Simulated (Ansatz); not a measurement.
Rh: single-point calculation

- system: Rh (P6₃/mmc, 2 atoms in the cell)
- method: DFT PBE, scalar-relativistic, plane waves, PAW, PAW set soft_1, spin-polarised (Ansatz 0.2.0)

The structure derives from a Materials Project entry. Figures and captions count atoms from 1; the log counts them from 0 in places.

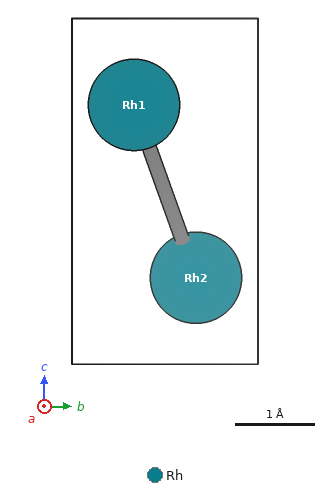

The input geometry (ball-and-stick view of the cell of the calculation, along the a axis; atoms are numbered from 1 in the order of the input). An atom can appear more than once, as a periodic image.

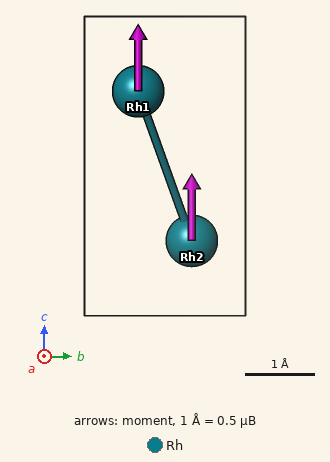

Magnetic moments of the sites as pink arrows (ball-and-stick view of the cell of the calculation, along the a axis; atoms are numbered from 1 in the order of the input); small moments hardly show. The run is collinear, so the axis drawn is arbitrary. Site moments: Rh1, Rh2 (0.50 μB). They are counted near the atoms and needn't add up to the moment of the cell.

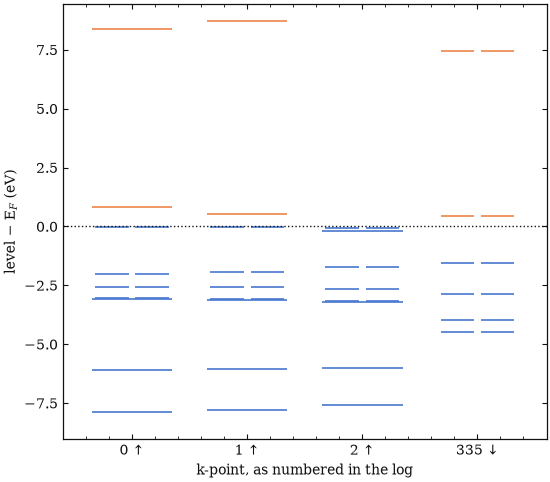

Kohn–Sham levels near the Fermi level (dotted) at the few k-points that the log prints; levels within 0.02 eV of each other stand side by side. The system is metallic on the full mesh.

The input that produced these results follows, with the program's output.

**Input**
```yaml
crystal:
  lattice:
    - [2.7248648789, 0.0, 0.0]
    - [-1.3624324395, 2.359802207, 0.0]
    - [0.0, 0.0, 4.3851186793]
  atoms:
    - { symbol: Rh, position: [0.6666666667, 0.3333333333, 0.75], spin: 0.5 }
    - { symbol: Rh, position: [0.3333333333, 0.6666666667, 0.25], spin: 0.5 }
basis:
  ecutwfc: 420
kpoints:
  mp_grid: { grid: [21, 21, 12] }
hamiltonian:
  xc: pbe
  pseudopotentials: { kind: paw, azcp: { folder: soft_1 } }
scf:
  occupations: { method: gaussian, width: 0.15 }
  lower_state_search: "off"
output:
  forces: true
  stress: true
  eigenvalues: true
  populations: true
magnetization:
  spin_polarized: true
  initial_magnetization: 1.0
  spin_locking: { lock_magnetization: hard }
```

Launched with:
```bash
ansatz run input.yaml --threads 2 --pin off --max-ram 4096MiB --backend cpu --events-out ev --progress --plain --runs-dir out
```

**The program's output**
```
Warning: output.stress: scf.convergence.dr2_threshold = 1e-7 eV (the SCF's general default) is looser than the 2e-10 eV advised for a printed stress (1e-10 eV for each atom of the cell: 2). What an SCF threshold leaves in a stress goes as its square root, and in the free energy as the threshold itself, and one threshold admits the most on a small cell: of the crystals measured, under no hybrid functional and no lock of the moments, on runs that ended without the residual-converged pass, on stresses that held no estimate of that error, the worst erred by over 100 MPa in a component at 1e-7 eV an atom and by under 5 at 1e-10. Set scf.convergence.dr2_threshold to 2e-10 eV or tighter. The threshold is an SCF's pass mark: one that does not reach it within its budget of iterations ends unconverged, or closes short of it on a stop that the run arms, and scf.convergence.dr2_threshold's page says what that costs each kind of run
Engine: ansatz 0.2.0, aarch64-unknown-linux-gnu
Pseudopotentials: kind: paw
Pseudopotential: Rh, paw, valence charge 17, recommended cutoff 420 eV (normal), [file]
Functional definition: PBE
  parameter kappa = 0.804
  parameter beta = 0.06672455060314922
  exchange = pbe_x(kappa = kappa, mu = beta*pi^2/3)
  correlation = pbe_c(beta = beta)
Crystal: 2 atoms, lattice volume = 28.197 Å³
Basis set: ecut = 420 eV, 549 PW (Γ), exchange–correlation on 40×40×60 points (8 copies of the dense FFT grid, shifted against one another)
Bands: 22, of which v1, the nominal top of the filled ones, is band 17 counted from 1 (16 counted from 0)
Symmetry: 24 space group operations
Space group: P63/mmc (ITA 194), of the structure as read, at distance tolerance 3.0e-5 Å
Magnetic group: BNS 194.263 (UNI 1493), of the structure as read, at distance tolerance 3.0e-5 Å
k-points: 336 of 5292
Non-local potential: Rh, projectors of the file, l = 0: 3, l = 1: 2, l = 2: 2, l = 3: 1
PAW form: soft (Blöchl's): semilocal exchange-correlation on the pseudo side does not see the compensation charge
PAW one-centre angular grid: Rh, 590 points (default); XC on 64 Gauss nodes
Initial density: superposition of atomic densities (chi_scale 0.1, normalization cell)
Starting moments: Σ|m| = 1 μB on 2 of 2 sites
Initial wavefunctions: pseudopotential atomic-orbital guess
Functional: x = pbe(κ = 0.804, μ = 0.2195149727645171), c = pbe(β = 0.06672455060314922)
SCF iter   1: F=—  HF=-12806.659364 eV  |F-HF|=—  |Δ(HF+E_count)|=         —  Δρ=5.30e-2 (↑5.29e-2 ↓5.30e-2)  dr2=3.06e0  dr2_m=1.13e-2  M=1.000 μB ∫|m|=1.000 μB  β_m=0.30  ethr=3.10e-3  ⟨swp⟩=4.4  Hψ=55310  notcnv=0
preconditioner: auto → none  [metal: Δε(μ)=0.004 eV  Ē_g=8.624 eV  σ=0.150 eV  W_gap=0.01  n_scr=8 (ndim 8)  ℏωp=29.7 eV  f_vac=0.000  D(μ)=3.33/eV (n_scr^D=42)  sad-step TF]
SCF iter   2: F=—  HF=-12806.075201 eV  |F-HF|=—  |Δ(HF+E_count)|=   5.84e-1  Δρ=3.39e-2 (↑3.13e-2 ↓3.39e-2)  dr2=1.14e0  dr2_m=5.57e-3  M=1.000 μB ∫|m|=1.002 μB  β_m=0.52  ethr=3.10e-3  ⟨swp⟩=2.4  Hψ=25565  notcnv=0  defer=201
SCF iter   3: F=—  HF=-12805.761265 eV  |F-HF|=—  |Δ(HF+E_count)|=   3.14e-1  Δρ=6.68e-3 (↑5.05e-3 ↓6.68e-3)  dr2=1.29e-2  dr2_m=4.75e-4  M=1.000 μB ∫|m|=1.012 μB  β_m=0.75  ethr=3.10e-3  ⟨swp⟩=2.0  Hψ=23594  notcnv=0  defer=201
SCF iter   4: F=—  HF=-12805.767527 eV  |F-HF|=—  |Δ(HF+E_count)|=   6.26e-3  Δρ=7.68e-4 (↑4.09e-4 ↓7.68e-4)  dr2=2.22e-4  dr2_m=3.26e-5  M=1.000 μB ∫|m|=1.018 μB  β_m=0.87  ethr=3.79e-5  ⟨swp⟩=2.3  Hψ=26507  notcnv=0  defer=159
SCF iter   5: F=—  HF=-12805.767513 eV  |F-HF|=—  |Δ(HF+E_count)|=   1.44e-5  Δρ=2.57e-4 (↑2.57e-4 ↓9.24e-5)  dr2=1.66e-5  dr2_m=4.95e-6  M=1.000 μB ∫|m|=1.020 μB  β_m=0.94  ethr=6.53e-7  ⟨swp⟩=2.0  Hψ=25704  notcnv=0  defer=159
SCF iter   6: F=—  HF=-12805.767515 eV  |F-HF|=—  |Δ(HF+E_count)|=   2.56e-6  Δρ=5.81e-5 (↑5.81e-5 ↓5.69e-5)  dr2=9.33e-7  dr2_m=4.03e-7  M=1.000 μB ∫|m|=1.020 μB  β_m=0.90  ethr=4.89e-8  ⟨swp⟩=2.6  Hψ=24864  notcnv=0  defer=159
SCF iter   7: F=—  HF=-12805.767516 eV  |F-HF|=—  |Δ(HF+E_count)|=   2.53e-7  Δρ=2.65e-5 (↑1.67e-5 ↓2.65e-5)  dr2=2.46e-7  dr2_m=2.75e-8  M=1.000 μB ∫|m|=1.020 μB  β_m=0.82  ethr=2.94e-10  ⟨swp⟩=5.7  Hψ=59708  notcnv=0
iter 8 did not close the SCF: its close was put off for a magnetic moment that had not settled (scf_convergence_deferred on its scf_iter line)
SCF iter   8: F=-12805.767516 eV  HF=-12805.767516 eV  |F-HF|=3.38e-10  |Δ(HF+E_count)|=   5.23e-8  Δρ=2.57e-6 (↑1.40e-6 ↓2.57e-6)  dr2=5.02e-10  dr2_m=8.85e-10  M=1.000 μB ∫|m|=1.021 μB  β_m=0.86  ethr=2.94e-10  ⟨swp⟩=3.7  Hψ=44626  notcnv=0
SCF iter   9: F=-12805.767516 eV  HF=-12805.767516 eV  |F-HF|=2.00e-11  |Δ(HF+E_count)|=  8.84e-10  Δρ=3.44e-7 (↑3.44e-7 ↓1.54e-7)  dr2=4.18e-11  dr2_m=7.33e-12  M=1.000 μB ∫|m|=1.021 μB  ethr=1.48e-12  ⟨swp⟩=1.0  Hψ=44024  notcnv=0
SCF 1 converged in 9 iterations: F = -12805.767516 eV  dr2 = 4.18e-11
  greatest PAW one-centre occupation: 1.000 electrons in one spin orbital (limit 2), on the Rh atom at site 1 (counted from 0), in its partial waves of l = 0
SCF converged after 9 iterations
Stability checked in part: among states of this total moment the steps that led to this state did not find it unstable. No probe was made; neither looks for a lower state of another moment (fixed_total_moment; see scf.lower_state_search)
Magnetization: 1.0000 μB (17.5000 up, 16.5000 down)
Absolute magnetization: 1.0205 μB (∫|ρ↑−ρ↓|, with the PAW one-centre terms)
Spin contamination: 0.0021 ħ² per cell (⟨S²⟩ above its minimum at these occupations)
Per-site moments (μB) at R_I (Å): [(0.49786339115390055, 1.113160070154252), (0.4978633911539005, 1.113160070154252)]
Free energy (F): -12805.767516 eV
Harris-Foulkes:  -12805.767516 eV  (|F-HF|=2.00e-11)
Internal energy: -12805.726621 eV  (E = F + TS)
E sigma→0 (E₀):  -12805.747068 eV
Entropy (-TS):   -0.040895 eV (-20.447 meV/atom)
Fermi energy:    21.765866 (↑ 21.864381, ↓ 21.667351) eV
--- Per-component energies (eV) ---
  E_band       = -189.689326
  E_kinetic    = 1073.526586
  E_local      = -3005.817479  (includes V_loc(G=0)·N_el)
  E_nonlocal   = 596.662909
  E_hartree    = 1114.820594
  E_xc         = -403.238864
  E_vxc        = -505.989852  (∫ρ·V_xc dr)
  E_paw        = -7206.612174  (= ΣΔE_a)
  E_vpaw       = -577.712431  (= ΣTr[D̂ρ^β])
  E_aug_tail   = 0.000188  (compensation charges beyond the density's cutoff)
  E_ewald      = -4975.068380
  E_smearing   = -0.040895  (= −TS)
  E_closure    = 0.000000  (closes the sum)
  Σ components = -12805.767516   (vs F -12805.767516, Δ=0.00e0)
--- Forces (eV/Å), atoms counted from 1 ---
  atom   1  Rh    -0.00000000     0.00000000     0.00000000
  atom   2  Rh     0.00000000    -0.00000000     0.00000000
  max |Σ_I F_I| component: 4.63e-18 eV/Å
--- Stress (GPa, compression-positive) ---
        1.519985       0.000000       0.000000
        0.000000       1.519985       0.000000
        0.000000       0.000000       1.733388
  P = ⅓ Tr σ = 1.5911 GPa (15.911 kbar)
--- Band table (eV; the first three rows and the last of 672) ---
  k-point 0 ↑: bands = ["-57.2678", "-57.1604", "-25.4748", "-24.8702", "-24.8702", "-24.7807", "-24.7690", "-24.7690", "13.9017", "15.6829", "18.6806", "18.7091", "18.7091", "19.2165", "19.2165", "19.7449", "19.7449", "21.7353", "21.7353", "22.5810", "30.1336", "37.4808"]
  k-point 1 ↑: bands = ["-57.2660", "-57.1622", "-25.4633", "-24.8685", "-24.8685", "-24.7929", "-24.7708", "-24.7708", "13.9719", "15.7026", "18.6529", "18.6738", "18.6738", "19.1833", "19.1833", "19.8261", "19.8261", "21.7329", "21.7329", "22.2965", "30.5042", "37.3380"]
  k-point 2 ↑: bands = ["-57.2606", "-57.1677", "-25.4296", "-24.8635", "-24.8635", "-24.8285", "-24.7759", "-24.7759", "14.1776", "15.7569", "18.5766", "18.6007", "18.6007", "19.0922", "19.0922", "20.0339", "20.0339", "21.5861", "21.7172", "21.7172", "31.4726", "37.0624"]
  k-point 335 ↓: bands = ["-56.7397", "-56.7397", "-24.9031", "-24.9031", "-24.7518", "-24.7518", "-24.4757", "-24.4757", "17.2718", "17.2718", "17.7871", "17.7871", "18.9057", "18.9057", "20.2064", "20.2064", "22.2033", "22.2033", "29.2207", "29.2207", "31.2790", "31.2790"]
--- Löwdin populations: 2 sites ---
  site symbol       q [e]    m [muB]
     0     Rh     16.8937     0.5054
     1     Rh     16.8937     0.5054
  spilling = 0.006252 (of n_electrons = 34.000000)
```

**Summary**

- outcome: converged
- space group (tolerance 0.01 Å): P6₃/mmc (194)
- electrons treated: 34
- free energy: −12805.7675 eV
- Fermi energy: 21.766 eV
- gap on the k-point mesh: none (metallic)
- net moment of the cell: 1.00 μB
- integrated absolute moment: 1.02 μB
- pressure: 1.59 GPa
- largest force (length of the vector): under 0.001 eV/Å
- hardware: 2 threads of Arm Neoverse N1, 98 GiB of memory available, shared host
- wall time: 25 s (CPU time 48 s)
- peak memory: 0.53 GiB

**Remarks**

The program warns: the SCF threshold is looser than advised for the printed stress.
